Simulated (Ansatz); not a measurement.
Read the following structure.

```cif
data_structure
_symmetry_space_group_name_H-M 'P 1'
_symmetry_Int_Tables_number 1
_cell_length_a 3.9557
_cell_length_b 3.9557
_cell_length_c 3.9557
_cell_angle_alpha 90.000
_cell_angle_beta 90.000
_cell_angle_gamma 90.000
_cell_volume 61.90
loop_
_atom_site_label
_atom_site_type_symbol
_atom_site_fract_x
_atom_site_fract_y
_atom_site_fract_z
_atom_site_occupancy
Ti1 Ti 0.00000 0.00000 0.00000 1
Al1 Al 0.50000 0.50000 0.00000 1
Al2 Al 0.50000 0.00000 0.50000 1
Al3 Al 0.00000 0.50000 0.50000 1
```

Work out the structure from the coordinates.

The structure is one of TiAl3. It belongs to space group Pm-3m (No. 221) and has a primitive cubic lattice. Its structure type: Cu₃Au (L1₂) type. Content of the cell: 1 Ti, 3 Al (Z = 1). Each Ti atom is coordinated by twelve Al in a cuboctahedral arrangement at 2.80 Å. About every Al there are eight Al and four Ti in a cuboctahedral arrangement (2.80 Å to Al, 2.80 Å to Ti). The bonds build a three-dimensional framework.

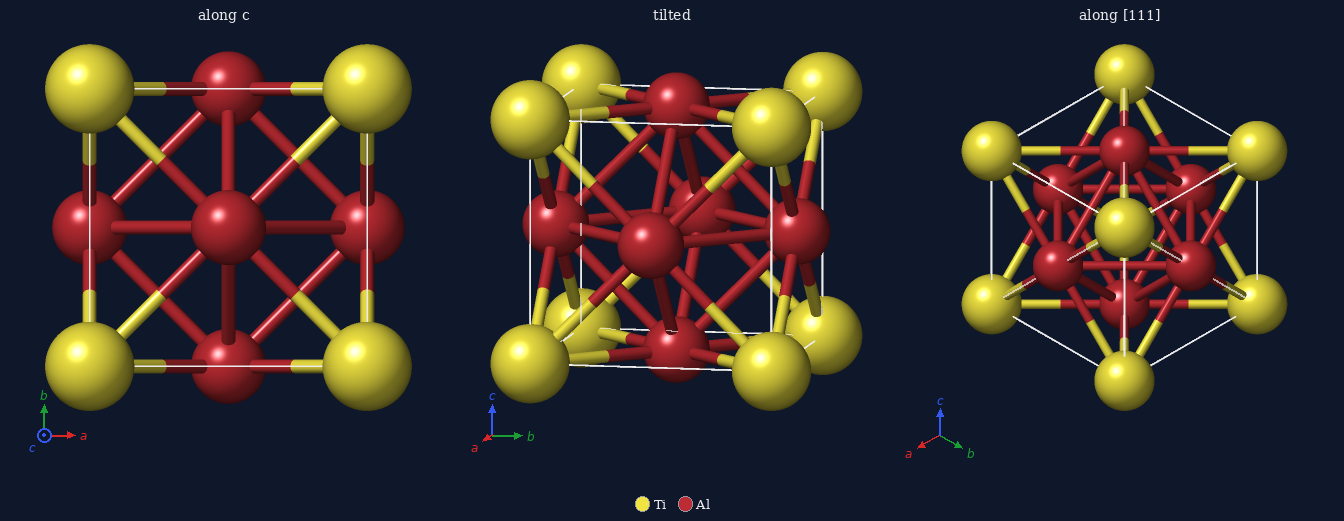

Shown here is a ball-and-stick view of the crystal, taken along the c axis, slightly off an axis and along [111]. The conventional unit cell is outlined; an atom on or near a face, edge or corner is repeated at each equivalent position.

Origin of the cell: a structure listed in the Materials Project. Earlier steps of the study may have refined or changed the cell and positions. It was run through Ansatz as a DFT input.
